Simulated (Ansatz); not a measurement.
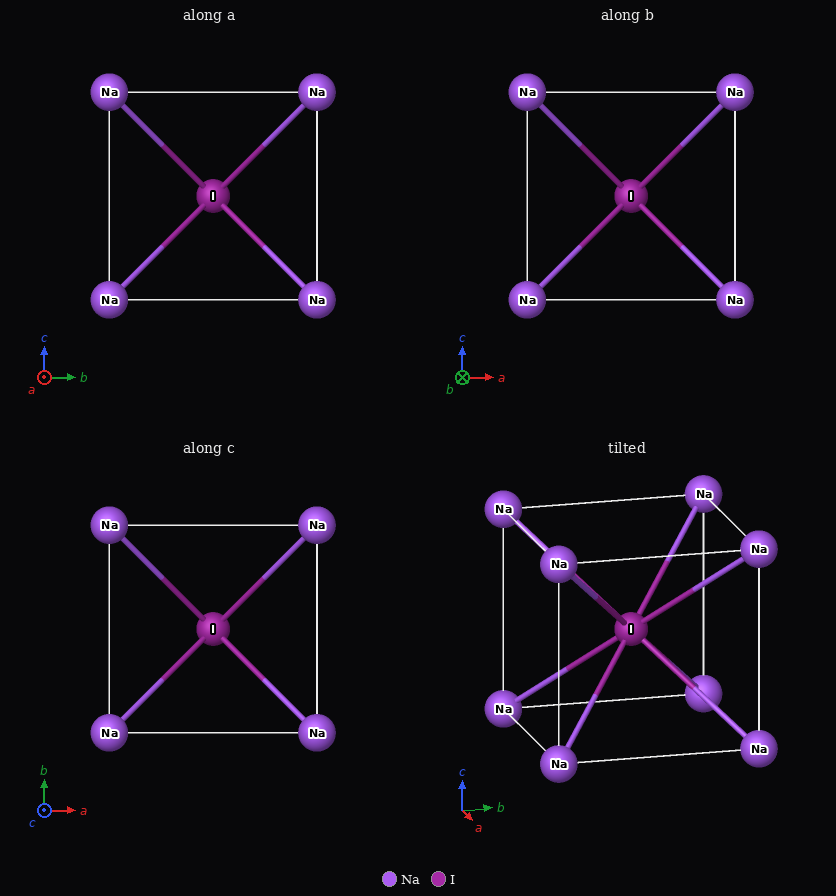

Crystal structure, ball-and-stick style, seen along the a axis, along the b axis, along the c axis and slightly off an axis. Lines trace the edges of the conventional unit cell.

Lattice parameters: a = 3.9881 Å, b = 3.9881 Å, c = 3.9881 Å, α = 90.000°, β = 90.000°, γ = 90.000°.

**Give the structure in the form of a CIF with its space group and independent sites.**

```cif
data_structure
_symmetry_space_group_name_H-M 'P m -3 m'
_symmetry_Int_Tables_number 221
_cell_length_a 3.9881
_cell_length_b 3.9881
_cell_length_c 3.9881
_cell_angle_alpha 90.000
_cell_angle_beta 90.000
_cell_angle_gamma 90.000
_cell_volume 63.43
loop_
_atom_site_label
_atom_site_type_symbol
_atom_site_symmetry_multiplicity
_atom_site_Wyckoff_symbol
_atom_site_fract_x
_atom_site_fract_y
_atom_site_fract_z
_atom_site_occupancy
Na1 Na 1 a 0.0000 0.0000 0.0000 1
I1 I 1 b 0.5000 0.5000 0.5000 1
```

Starting structure: a structure type filled with these elements by a generator (whether the compound takes this form wasn't checked). The final geometry of a relaxation with DFT, PBEsol, plane waves, PAW (Ansatz 0.2.0) is shown.
